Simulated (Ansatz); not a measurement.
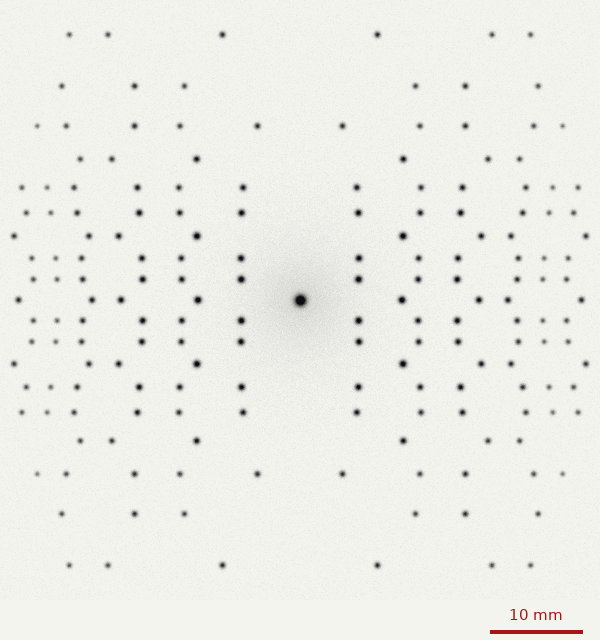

Simulated X-ray rotation photograph: Mo Kα radiation (λ = 0.7107 Å), cylindrical film of radius 28.65 mm unrolled, rotation axis vertical and normal to the beam, kinematic intensities without Lorentz or polarisation factors, the film spanning ±63° about the beam; spots down to d = 0.67 Å.

What lattice repeat along the rotation axis do the layer lines give?

The first layer line lies 2.3 mm from the equator, so tan ν = 0.079, sin ν = 0.079 and the period is λ/sin ν = 8.97 Å. Further lines follow at 4.6, 7.0, 9.6, 12.4, 15.5, 19.1, 23.5, 29.1 mm.

The crystal is BeSe, space group F-43m (No. 216), a = 5.18 Å. Structure: the end point of a relaxation with DFT PBE, scalar-relativistic, plane waves, PAW in Ansatz; the starting structure was generated, so it need not be a known form of this composition.

About which axis was it rotated?

About [111] (or an equivalent direction), whose length in the conventional cell is 8.970 Å.
